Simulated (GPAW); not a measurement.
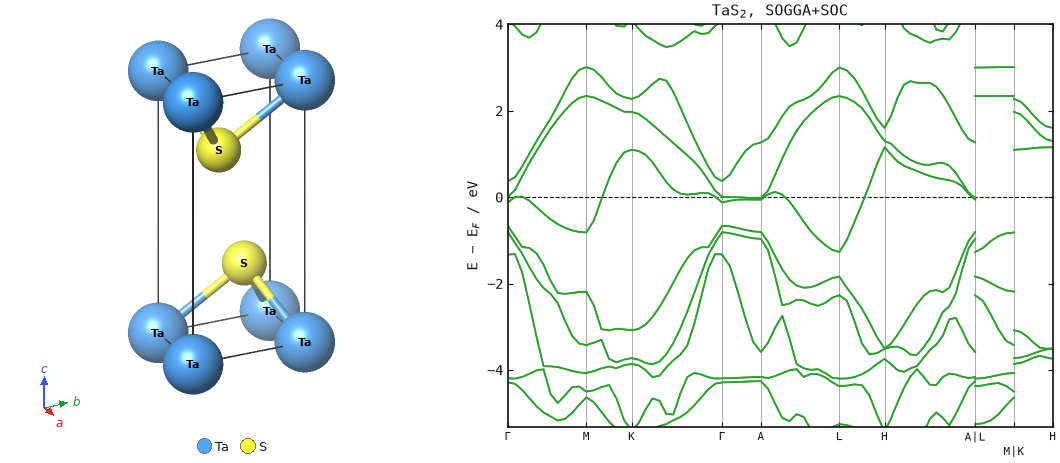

Band structure, beside the structure. Energies are counted from the Fermi level.

System: CdI2-type TaS2, space group P-3m1, 3 atoms in the cell.

Space group P-3m1 (No. 164). a = 3.350 Å, b = 3.350 Å, c = 5.860 Å, α = 90.00°, β = 90.00°, γ = 120.00°
```json
{"atom": "Ta", "site": "1a", "symmetry": "-3m.", "x": "0.0000", "y": "0.0000", "z": "0.0000"}
{"atom": "S", "site": "2d", "symmetry": "3m.", "x": "0.6667", "y": "0.3333", "z": "0.7500"}
```

GPAW 26.7.0; SOGGA, PAW data sets generated in the run's folder for this functional, spin-orbit coupling, no magnetisation, 7×7×4 k mesh, 600 eV cutoff, Fermi-Dirac smearing of 0.05 eV.

### Is there a gap at the Fermi level?

A metal: bands cross the Fermi level along this path.

### Which levels at H lie nearest to the Fermi level?

At H the nearest levels lie 3.50 eV below and 1.15 eV above the Fermi level.

Spin-orbit coupling was added after a scalar SCF, so levels and gaps hold it while energy, forces, pressure and moments don't. This program's spin-orbit splittings come out too wide for heavy elements. The k mesh is thin for a metal, so its Fermi level is uncertain. The cell is at 4 GPa in this functional. Bands are joined in order of energy, so crossings between the computed points show as kinks or gaps.
